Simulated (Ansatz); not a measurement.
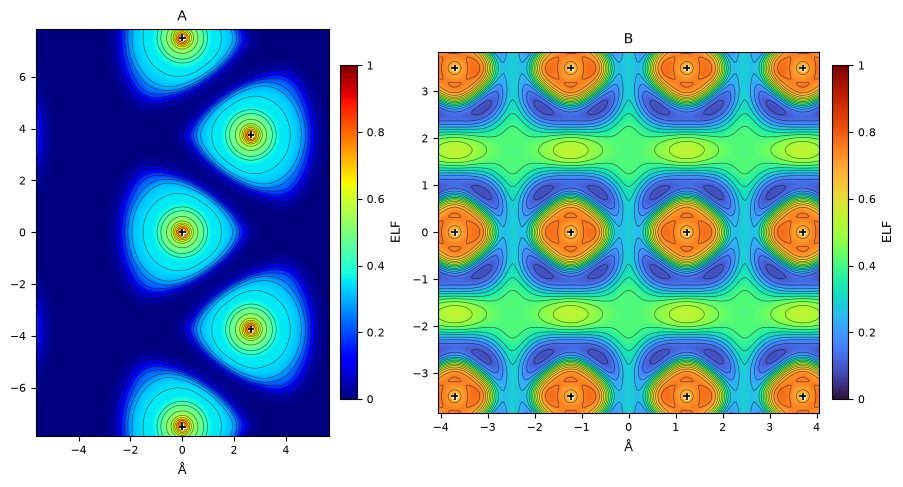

The electron localisation function of 2 systems, each on a plane through atoms (crosses mark nuclei in the plane).

All numbers below come from DFT, RPBE, plane waves (420 eV) with PAW, scalar-relativistic (Ansatz).

System 1: V, the (011) plane of the conventional cell. Space group Pm-3m; set up as V, simple cubic; a generated structure, not necessarily the stable one; changed on purpose from its base cell (volume × 1.0); computed without spin polarisation.

```yaml
crystal:
  lattice:
    - [2.47025, 0.00000, 0.00000]
    - [0.00000, 2.47025, 0.00000]
    - [0.00000, 0.00000, 2.47025]
  atoms:
    - { symbol: V, position: [0.00000, 0.00000, 0.00000] }
```

System 2: Hg, the (110) plane of the conventional cell. Space group Fd-3m; set up as Hg, diamond; a generated structure, not necessarily the stable one; changed on purpose from its base cell (volume × 1.12).

```cif
data_structure
_symmetry_space_group_name_H-M 'P 1'
_symmetry_Int_Tables_number 1
_cell_length_a 10.6129
_cell_length_b 10.6129
_cell_length_c 10.6129
_cell_angle_alpha 90.000
_cell_angle_beta 90.000
_cell_angle_gamma 90.000
_cell_volume 1195.38
loop_
_atom_site_label
_atom_site_type_symbol
_atom_site_fract_x
_atom_site_fract_y
_atom_site_fract_z
_atom_site_occupancy
Hg1 Hg 0.75000 0.25000 0.25000 1
Hg2 Hg 0.25000 0.75000 0.25000 1
Hg3 Hg 0.25000 0.25000 0.75000 1
Hg4 Hg 0.75000 0.75000 0.75000 1
Hg5 Hg 0.50000 0.00000 0.00000 1
Hg6 Hg 0.00000 0.50000 0.00000 1
Hg7 Hg 0.00000 0.00000 0.50000 1
Hg8 Hg 0.50000 0.50000 0.50000 1
```

> Which map belongs to which system?

Panel A is system 2, Hg: the plane holds Hg. Hg–Hg (4.60 Å): the ELF is about 0 at the midpoint; no shared electron pair shows on this line. Panel B is system 1, V: the plane holds V. V–V (2.47 Å): the ELF is about 0.30 at the midpoint (no shared electron pair shows on this line).
